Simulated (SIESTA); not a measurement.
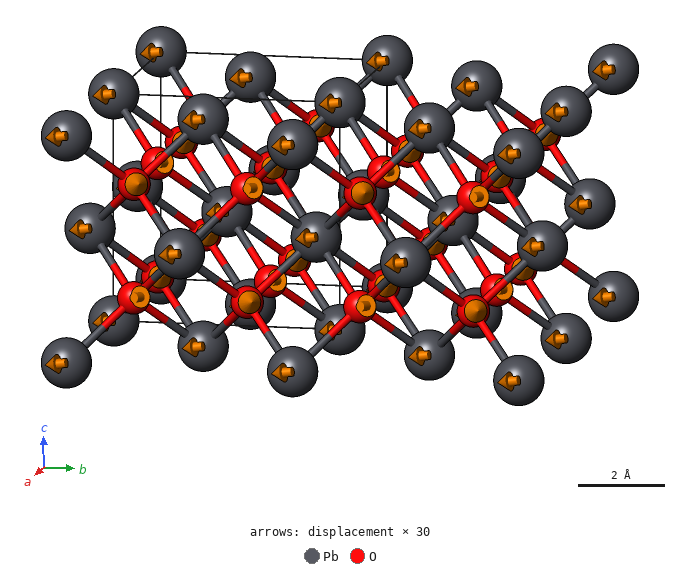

This is a relaxation of solid PbO₂ (set up in P1). The starting structure is drawn; orange arrows show the displacements (the part carried along by the change of the cell is left out), magnified 30 times.

A ball-and-stick model of the conventional cell (4 times the calculation's cell), repeated 2 × 2 × 1 with one cell outlined, seen slightly off an axis. Lengths and directions refer to the drawn axes.

The run lets cell and atoms move, from this start: atoms moved at random by about 0.02 A.

These are results of Kohn-Sham DFT of a periodic cell, APBE, SG15 1.2 NC, numerical atomic orbitals in SIESTA 5.4.2, not measurements.

Input file:
```python
from ase.spacegroup import crystal
from ase.calculators.siesta import Siesta
from ase.units import Ry, GPa
from ase.optimize import BFGS
from ase.filters import FrechetCellFilter

atoms = crystal(
    ['Pb', 'O', 'O'],
    basis=[(0.999059, 0.002062, 0.001499), (0.749359, 0.754404, 0.740188), (0.256593, 0.244166, 0.251073)],
    spacegroup=1,  # P1
    cellpar=[3.82119373, 3.82119373, 3.82119373, 60.0, 60.0, 60.0],
)

fdf = {
    'SCFMustConverge': False,
    'XC.Mix': ['2', 'GGA LIBXC-00-GGA_X_APBE 1.0 0.0', 'GGA LIBXC-00-GGA_C_APBE 0.0 1.0'],
    'OccupationFunction': 'FD',
    'ElectronicTemperature': '0.05 eV',
    'MaxSCFIterations': '120',
    'SCF.Mixer.Method': 'Pulay',
    'SCF.Mixer.Weight': '0.25',
    'SCF.Mixer.History': '8',
    'SCF.DM.Tolerance': '5.0e-05',
    'SCF.H.Tolerance': '1.0e-03 eV',
    'WriteForces': 'true',
    'Charge.Mulliken': 'end',
    'Charge.Hirshfeld': 'end',
    'Charge.Voronoi': 'end',
    'SaveRho': 'true',
    'SaveElectrostaticPotential': 'true',
}
calc = Siesta(
    label="PbO2",
    command="siesta < PREFIX.fdf > PREFIX.out",
    pseudo_path="pseudos",
    pseudo_qualifier="",
    xc=('GGA', 'PBE'),
    basis_set="DZP",
    mesh_cutoff=800 * Ry,
    energy_shift=0.002 * Ry,
    kpts=[9, 9, 9],
    spin="non-polarized",
    fdf_arguments=fdf,
)
atoms.calc = calc

opt = BFGS(FrechetCellFilter(atoms), trajectory="relax.traj")
converged = opt.run(fmax=0.04, steps=40)
print("converged:", converged)
print("cell (A):", atoms.cell.cellpar().round(5))
print("scaled positions:")
print(atoms.get_scaled_positions().round(6))
print(f"energy = {atoms.get_potential_energy():.6f} eV")
free = atoms.get_potential_energy(force_consistent=True)
print(f"free energy = {free:.6f} eV")
print("forces (eV/A):")
print(atoms.get_forces(apply_constraint=False).round(6))
print("stress (GPa, Voigt order, tension positive):", (atoms.get_stress() / GPa).round(4))
```

Run as
```bash
python run.py
```

### Which element moves most?

Oxygen: up to 0.030 Å, against 0.019 Å for lead.

### What did the optimiser do to the structure, and how much energy did it gain?

The energy falls by 13.9 meV per atom in 3 geometry steps. Largest force component: 0.29 eV/Å at the start, 0.024 eV/Å at the end. The pressure goes from 6.04 to 0.10 GPa. An O atom moves most relative to the cell: 0.030 Å roughly along [3 1 1]. By element the largest moves are O 0.030 Å, Pb 0.019 Å. Cell: a 5.404 → 5.481 Å (+1.4 %), b = c 5.404 → 5.480 Å (+1.4 %), α 90.0° → 89.8°. Volume +4.3 %. Some distances before and after: O–Pb 2.305 → 2.381 Å, O–Pb 2.342 → 2.373 Å. The space group (tolerance 0.01 Å) goes from P1 (No. 1) to Imm2 (No. 44).
